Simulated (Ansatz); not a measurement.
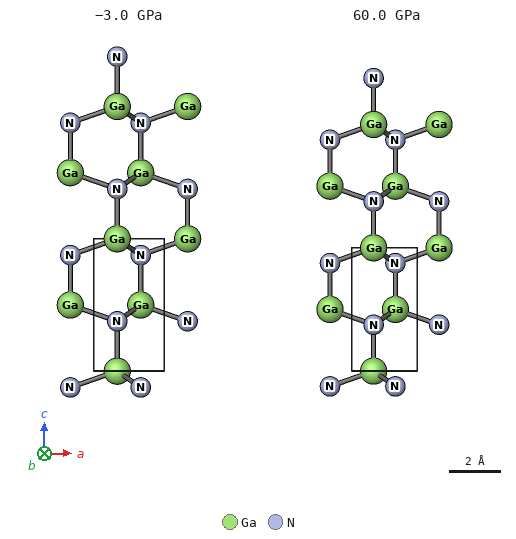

Solid GaN (set up in P6_3mc), relaxed (cell and atoms) at several target pressures. The picture shows the first and the last member. A ball-and-stick model of the cell of the calculation, repeated 1 × 1 × 2 with one cell outlined, seen along the b axis.

Computed with Ansatz 0.2.0: DFT r2SCAN, scalar-relativistic, plane waves, PAW. (plane-wave cutoff 500 eV; k-point mesh 12 × 12 × 6; occupations gaussian; smearing width 0.02 eV; no spin polarisation; cell and atoms relaxed; force threshold 0.008 eV/Å)

```
pressure (GPa)  volume (Å³/atom)  a (Å)  c (Å)  band gap (eV)
          −3.0            11.551  3.200  5.211           2.24
           0.0            11.371  3.183  5.184           2.35
           3.0            11.203  3.167  5.158           2.45
           8.0            10.950  3.143  5.119           2.61
          15.0                 ?      ?      ?              ?
          30.0            10.102  3.060  4.985           3.17
          60.0             9.315  2.977  4.856           3.72
```

Q: Estimate the missing row from the others, and compare with the calculation.

A: Murnaghan's form V = V₀(1 + B′P/B₀)^(−1/B′), with V₀ = 11.371 Å³ from the row at zero pressure, fits the other rows with B₀ = 198 GPa and B′ = 3.94 (largest miss 0.005 Å³). At 15.0 GPa it gives 11.371 × (1 + 3.94 × 15.0/198)^(−1/3.94) = 10.642 Å³ per atom. The calculation gives 10.644 Å³/atom (a = 3.114 Å, c = 5.071 Å). The estimate is 0.002 Å³/atom too low. For the gap a parabola through the rows 0.0, 3.0, 8.0 gives 2.82 eV, and the calculation 2.81 eV (semilocal gaps, lower than measured ones as a rule). From the first member to the last: Ga–N 1.964 → 1.825 Å.

The whole series:

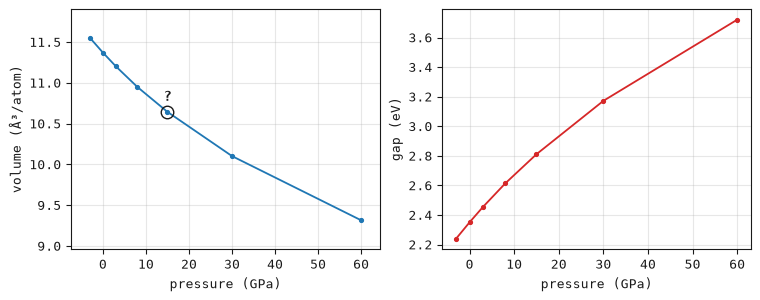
